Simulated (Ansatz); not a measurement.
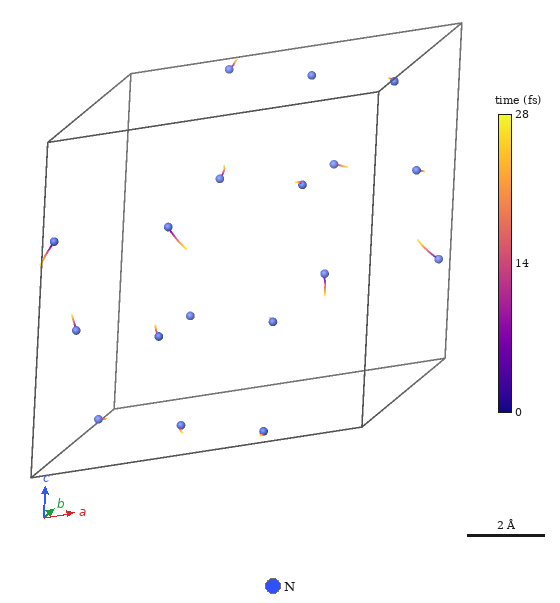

Molecular dynamics of an 18-atom cell of N (set up in P6_3/mmc), 28 fs long. Lines trace each atom's path, coloured by time; spheres stand at the starting positions. Seen slightly off an axis in the simulation cell.

Method: Ansatz, DFT PBEsol, scalar-relativistic, plane waves, PAW. Run with plane-wave cutoff 420 eV; k-point mesh 2 × 2 × 2; Fermi-Dirac smearing 0.103 eV; volume 1.04 times that of the relaxed crystal; Langevin thermostat (NVT); set temperature 1200 K; time step 1 fs; friction 0.005 per fs.

> Describe the motion.

In the second half of the run the atoms are, in the root-mean-square, this far from where they began (common drift taken out): N 0.34 Å. The potential energy sinks well below that of the force-free first frame, so the starting arrangement isn't stable at these settings: the atoms shift into a lower-energy one.

The run took of the order of 9 core-minutes on a shared host.
